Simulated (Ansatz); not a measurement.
**ZrN: a changed input and its effect**

System: ZrN (2 atoms in the cell).
Method of run 1: Kohn-Sham DFT of a periodic cell, PBE with D3(BJ), spin-orbit coupling, all-electron LAPW, scalar-relativistic, no spin polarisation (Ansatz 0.2.0).

The structure derives from an entry of the Crystallography Open Database. Text and figures count atoms from 1; the logs count them from 0 in places.

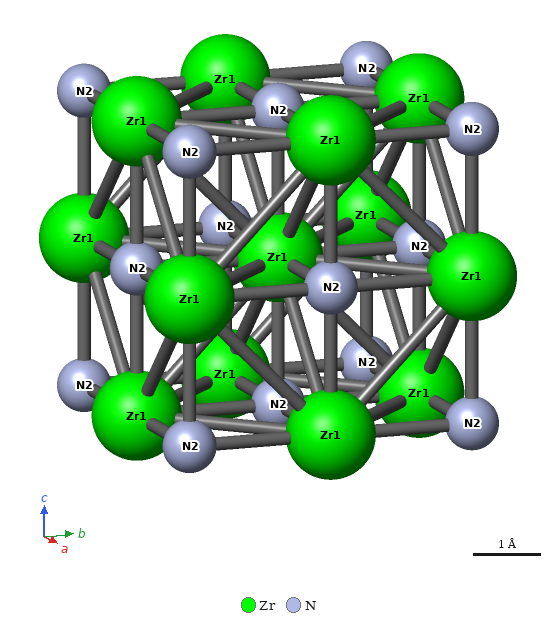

The structure (ball-and-stick view of the cell 4 times as large as that of the calculation, set on its symmetry axes, seen slightly off an axis; atoms are numbered from 1 in the order of the input). Near neighbours in the crystal (not all of them lie inside the picture): Zr has 6 N at 2.25 Å and 12 Zr at 3.19 Å; N has 6 Zr at 2.25 Å.

### Input file, run 1
```yaml
crystal:
  lattice:
    - [3.1862911057, 0.0, 0.0]
    - [1.5931455528, 2.7594090414, 0.0]
    - [1.5931455528, 0.9198030138, 2.6015957936]
  atoms:
    - { symbol: Zr, position: [0.5, 0.5, 0.5] }
    - { symbol: "N", position: [0.0, 0.0, 0.0] }
kpoints:
  mp_grid: { grid: [7, 7, 7] }
scf:
  occupations: { method: tetrahedron }
hamiltonian:
  xc: pbe
  dispersion: d3bj
  pseudopotentials: { kind: all_electron, lapw: { basis_error: 0.001 } }
magnetization:
  noncollinear: true
  spin_orbit: true
output:
  forces: true
  stress: true
  eigenvalues: true
```

Command:
```bash
ansatz run input.yaml --threads 1 --pin off --max-ram 3072MiB --backend cpu --events-out ev --progress --plain --runs-dir out
```

Hardware: 1 thread of Arm Neoverse V2, 24 GiB of memory available, shared host.

### Output, shortened to warnings, some set-up lines, iterations and results (run 1)
```
Warning: output.forces, output.stress, relax.cell or npt_langevin: where a Kohn–Sham band that disperses or a degenerate level is filled in part under the method tetrahedron, the forces or the stress that this run publishes need not agree with its energy (scf.occupations.method in the input reference, under Limitations); prefer a smearing scheme for the forces or the stress
Basis set: ecut = 295.33385352752583 eV, 259 PW (Γ), exchange–correlation at level 2
Symmetry: 48 space group operations + 48 with time reversal
k-points: 20 of 343
Initial density: superposition of atomic densities (chi_scale 0.1, normalization cell, long waves kept (reshape's long-wave potential 0.00 eV rms))
[...]
SCF iter   1: F=—  HF=-99435.209551 eV  |F-HF|=—  |Δ(HF+E_count)|=         —  Δρ=1.22e-1  dr2=4.39e0  dr2_m=0.00e0 (ungated)  ethr=1.19e-2  |M|=0.00e0 ∫|m|=0.00e0 μB  …
SCF iter   2: F=—  HF=-99433.406980 eV  |F-HF|=—  |Δ(HF+E_count)|=    1.80e0  Δρ=5.86e-2  dr2=1.09e0  dr2_m=0.00e0 (ungated)  ethr=1.19e-2  |M|=0.00e0 ∫|m|=0.00e0 μB  …
SCF iter   3: F=—  HF=-99433.185560 eV  |F-HF|=—  |Δ(HF+E_count)|=   2.21e-1  Δρ=3.04e-2  dr2=3.03e-1  dr2_m=0.00e0 (ungated)  ethr=2.94e-3  |M|=0.00e0 ∫|m|=0.00e0 μB  …
SCF iter   4: F=—  HF=-99433.159130 eV  |F-HF|=—  |Δ(HF+E_count)|=         —  Δρ=5.03e-3  dr2=5.66e-3  dr2_m=0.00e0 (ungated)  ethr=1.53e-5  |M|=0.00e0 ∫|m|=0.00e0 μB  …
SCF iter   5: F=—  HF=-99433.160712 eV  |F-HF|=—  |Δ(HF+E_count)|=   1.58e-3  Δρ=1.47e-3  dr2=2.89e-4  dr2_m=0.00e0 (ungated)  ethr=1.53e-5  |M|=0.00e0 ∫|m|=0.00e0 μB  …
SCF iter   6: F=—  HF=-99433.160612 eV  |F-HF|=—  |Δ(HF+E_count)|=   1.00e-4  Δρ=4.49e-4  dr2=5.34e-5  dr2_m=0.00e0 (ungated)  ethr=7.82e-7  |M|=0.00e0 ∫|m|=0.00e0 μB  …
SCF iter   7: F=—  HF=-99433.160605 eV  |F-HF|=—  |Δ(HF+E_count)|=   6.56e-6  Δρ=2.10e-4  dr2=1.30e-5  dr2_m=0.00e0 (ungated)  ethr=1.44e-7  |M|=0.00e0 ∫|m|=0.00e0 μB  …
SCF iter   8: F=—  HF=-99433.160610 eV  |F-HF|=—  |Δ(HF+E_count)|=   5.17e-6  Δρ=6.17e-5  dr2=1.06e-6  dr2_m=0.00e0 (ungated)  ethr=3.50e-8  |M|=0.00e0 ∫|m|=0.00e0 μB  …
SCF iter   9: F=-99433.160608 eV  HF=-99433.160608 eV  |F-HF|=3.67e-8  |Δ(HF+E_count)|=   1.86e-6  Δρ=1.55e-5  dr2=6.07e-8  dr2_m=0.00e0 (ungated)  ethr=2.87e-9  |M|=0.00e0 …
SCF 1 converged in 9 iterations: F = -99433.160608 eV  dr2 = 6.07e-8
SCF converged after 9 iterations
Stability not checked: this state was not tested for a lower state beside it, because cold or Methfessel-Paxton smearing, or corrected tetrahedra, fill the levels in a way that the test cannot read (fill_not_monotonic; see scf.lower_state_search)
Magnetization: |M| = 0.0000 μB,  M = (+0.0000, +0.0000, +0.0000) μB
Absolute magnetization: 0.0000 μB (∫|m|)
  site 0: m = (+0.0000, +0.0000, +0.0000) μB, |m| = 0.0000 μB  (R = 1.22 Å)
  site 1: m = (+0.0000, +0.0000, +0.0000) μB, |m| = 0.0000 μB  (R = 1.03 Å)
Free energy (F): -99433.160608 eV
Harris-Foulkes:  -99433.160608 eV  (|F-HF|=3.67e-8)
Internal energy: -99433.158924 eV  (E = F + TS)
E sigma→0 (E₀):  -99433.160608 eV
Entropy (-TS):   -0.001685 eV (-0.842 meV/atom)
Fermi energy:    20.626827 eV
--- Per-component energies (eV) ---
  E_band       = -4684.291180
  E_kinetic    = 102704.476922
  E_xc         = -3302.450169
  E_electrostatic = -198834.285759  (all electrons and nuclei)
  E_disp       = -0.899918  (pairwise vdW)
  E_smearing   = -0.001685  (= −TS)
  E_closure    = 0.000000  (closes the sum)
  E_atoms      = -99413.163262  (free atoms, spherical and without spin; not in F)
  Σ components = -99433.160608   (vs F -99433.160608, Δ=0.00e0)
  Basis errors (estimates in eV, not in F): energy 3.5e-4 per atom: plane waves 3.1e-4 (1.7e-4 summed), levels above the bands 0.0e0, relativity 5.7e-8, radial functions 3.8e-5, core shells 8.6e-14; eigenvalues (radial functions only) 1.2e-6; not estimated: angular momenta, meshes, grids; target …
--- Forces (eV/Å), atoms counted from 1 ---
  atom   1  Zr    -0.00000000     0.00000000     0.00000000
  atom   2  N     -0.00000000     0.00000000     0.00000000
  max |Σ_I F_I| component: 4.95e-25 eV/Å
--- Stress (GPa, compression-positive) ---
       10.069919       0.000000       0.000000
        0.000000      10.069919      -0.000000
        0.000000      -0.000000      10.069919
  P = ⅓ Tr σ = 10.0699 GPa (100.699 kbar)
```

The input of run 2 differs as follows (lines with − go, lines with + come):
```diff
-    - [3.1862911057, 0.0, 0.0]
-    - [1.5931455528, 2.7594090414, 0.0]
-    - [1.5931455528, 0.9198030138, 2.6015957936]
+    - [3.25269119, 0.0, 0.0]
+    - [1.626345595, 2.8169132012, 0.0]
+    - [1.626345595, 0.9389710671, 2.6558112354]
```

Predict how the results change.

With the same functional and potentials, run 2 lies 5.9 meV per atom lower. The pressure goes from 10.07 to −6.53 GPa. The volume per atom goes from 11.44 to 12.17 Å³. The cell is scaled evenly with the atoms at fixed fractional positions, so −ΔP/Δ ln V estimates the bulk modulus midway between the two volumes: about 270 GPa. The number of SCF iterations is the same.

### Output, shortened to warnings, some set-up lines, iterations and results (run 2)
```
Warning: output.forces, output.stress, relax.cell or npt_langevin: where a Kohn–Sham band that disperses or a degenerate level is filled in part under the method tetrahedron, the forces or the stress that this run publishes need not agree with its energy (scf.occupations.method in the input reference, under Limitations); prefer a smearing scheme for the forces or the stress
Basis set: ecut = 284.1912378699271 eV, 259 PW (Γ), exchange–correlation at level 2
Symmetry: 48 space group operations + 48 with time reversal
k-points: 20 of 343
Initial density: superposition of atomic densities (chi_scale 0.1, normalization cell, long waves kept (reshape's long-wave potential 0.00 eV rms))
[...]
SCF iter   1: F=—  HF=-99435.187853 eV  |F-HF|=—  |Δ(HF+E_count)|=         —  Δρ=1.16e-1  dr2=4.39e0  dr2_m=0.00e0 (ungated)  ethr=1.19e-2  |M|=0.00e0 ∫|m|=0.00e0 μB  …
SCF iter   2: F=—  HF=-99433.395980 eV  |F-HF|=—  |Δ(HF+E_count)|=    1.79e0  Δρ=5.43e-2  dr2=1.04e0  dr2_m=0.00e0 (ungated)  ethr=1.19e-2  |M|=0.00e0 ∫|m|=0.00e0 μB  …
SCF iter   3: F=—  HF=-99433.199593 eV  |F-HF|=—  |Δ(HF+E_count)|=   1.96e-1  Δρ=2.96e-2  dr2=3.18e-1  dr2_m=0.00e0 (ungated)  ethr=2.81e-3  |M|=0.00e0 ∫|m|=0.00e0 μB  …
SCF iter   4: F=—  HF=-99433.170485 eV  |F-HF|=—  |Δ(HF+E_count)|=         —  Δρ=5.15e-3  dr2=6.80e-3  dr2_m=0.00e0 (ungated)  ethr=1.84e-5  |M|=0.00e0 ∫|m|=0.00e0 μB  …
SCF iter   5: F=—  HF=-99433.172604 eV  |F-HF|=—  |Δ(HF+E_count)|=   2.12e-3  Δρ=1.56e-3  dr2=3.66e-4  dr2_m=0.00e0 (ungated)  ethr=1.84e-5  |M|=0.00e0 ∫|m|=0.00e0 μB  …
SCF iter   6: F=—  HF=-99433.172411 eV  |F-HF|=—  |Δ(HF+E_count)|=   1.93e-4  Δρ=4.85e-4  dr2=6.34e-5  dr2_m=0.00e0 (ungated)  ethr=9.90e-7  |M|=0.00e0 ∫|m|=0.00e0 μB  …
SCF iter   7: F=—  HF=-99433.172406 eV  |F-HF|=—  |Δ(HF+E_count)|=   5.50e-6  Δρ=2.24e-4  dr2=1.57e-5  dr2_m=0.00e0 (ungated)  ethr=1.71e-7  |M|=0.00e0 ∫|m|=0.00e0 μB  …
SCF iter   8: F=—  HF=-99433.172412 eV  |F-HF|=—  |Δ(HF+E_count)|=   5.84e-6  Δρ=6.72e-5  dr2=1.42e-6  dr2_m=0.00e0 (ungated)  ethr=4.25e-8  |M|=0.00e0 ∫|m|=0.00e0 μB  …
SCF iter   9: F=-99433.172409 eV  HF=-99433.172409 eV  |F-HF|=3.54e-8  |Δ(HF+E_count)|=   2.44e-6  Δρ=1.63e-5  dr2=7.50e-8  dr2_m=0.00e0 (ungated)  ethr=3.84e-9  |M|=0.00e0 …
SCF 1 converged in 9 iterations: F = -99433.172409 eV  dr2 = 7.50e-8
SCF converged after 9 iterations
Stability not checked: this state was not tested for a lower state beside it, because cold or Methfessel-Paxton smearing, or corrected tetrahedra, fill the levels in a way that the test cannot read (fill_not_monotonic; see scf.lower_state_search)
Magnetization: |M| = 0.0000 μB,  M = (+0.0000, +0.0000, +0.0000) μB
Absolute magnetization: 0.0000 μB (∫|m|)
  site 0: m = (+0.0000, +0.0000, +0.0000) μB, |m| = 0.0000 μB  (R = 1.25 Å)
  site 1: m = (+0.0000, +0.0000, +0.0000) μB, |m| = 0.0000 μB  (R = 1.05 Å)
Free energy (F): -99433.172409 eV
Harris-Foulkes:  -99433.172409 eV  (|F-HF|=3.54e-8)
Internal energy: -99433.170798 eV  (E = F + TS)
E sigma→0 (E₀):  -99433.172409 eV
Entropy (-TS):   -0.001611 eV (-0.805 meV/atom)
Fermi energy:    19.327198 eV
--- Per-component energies (eV) ---
  E_band       = -4737.760874
  E_kinetic    = 102697.186233
  E_xc         = -3300.787626
  E_electrostatic = -198828.725908  (all electrons and nuclei)
  E_disp       = -0.843497  (pairwise vdW)
  E_smearing   = -0.001611  (= −TS)
  E_closure    = 0.000000  (closes the sum)
  E_atoms      = -99413.163262  (free atoms, spherical and without spin; not in F)
  Σ components = -99433.172409   (vs F -99433.172409, Δ=0.00e0)
  Basis errors (estimates in eV, not in F): energy 3.4e-4 per atom: plane waves 2.9e-4 (1.6e-4 summed), levels above the bands 0.0e0, relativity 5.8e-8, radial functions 4.2e-5, core shells 6.9e-14; eigenvalues (radial functions only) 1.1e-6; not estimated: angular momenta, meshes, grids; target …
--- Forces (eV/Å), atoms counted from 1 ---
  atom   1  Zr    -0.00000000     0.00000000    -0.00000000
  atom   2  N      0.00000000     0.00000000    -0.00000000
  max |Σ_I F_I| component: 4.00e-29 eV/Å
--- Stress (GPa, compression-positive) ---
       -6.528206       0.000000      -0.000000
        0.000000      -6.528206       0.000000
        0.000000       0.000000      -6.528206
  P = ⅓ Tr σ = -6.5282 GPa (-65.282 kbar)
```

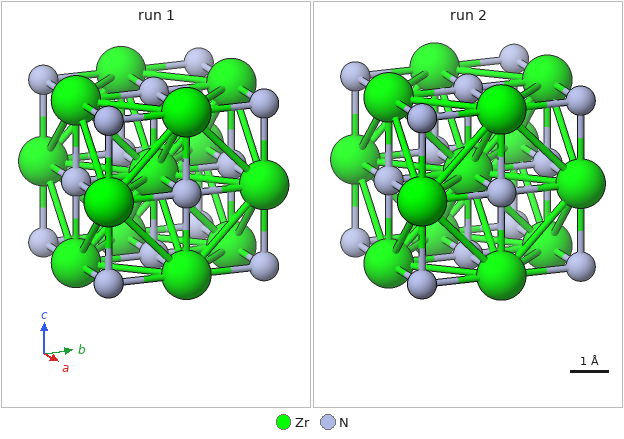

The two input geometries at one scale (ball-and-stick view of the cell 4 times as large as that of the calculation, set on its symmetry axes, seen slightly off an axis). The atoms keep their places relative to the cell (all moves are under 0.005 Å). Cell: a = b = c 4.506 → 4.600 Å (+2.1 %). Volume +6.4 %. Among the contacts that change: Zr–Zr 3.186 → 3.253 Å, N–Zr 2.253 → 2.300 Å.

### The two runs side by side

```tsv
quantity	run 1	run 2
outcome	converged	converged
free energy per atom (eV)	−49716.5803	−49716.5862
gap on the mesh (eV)	0.00	0.00
pressure (GPa)	10.07	−6.53
volume per atom (Å³)	11.44	12.17
largest force (eV/Å)	0.000	0.000
SCF iterations	9	9
irreducible k-points	20	20
plane waves at Γ	259	259
wall time (shared host)	36 s	34 s
```

For both runs: Warnings: forces and stress from tetrahedron occupations may miss the slope of the energy. Points of doubt noted for this run: coarse mesh for a metal. The cell holds an odd number of electrons but the run has no spin polarisation, so it comes out as a metal. For run 1: The cell is under a pressure of 10.1 GPa at this level, so it is not at its equilibrium volume. For run 2: The cell is under a tension of 6.5 GPa at this level, so it is not at its equilibrium volume.
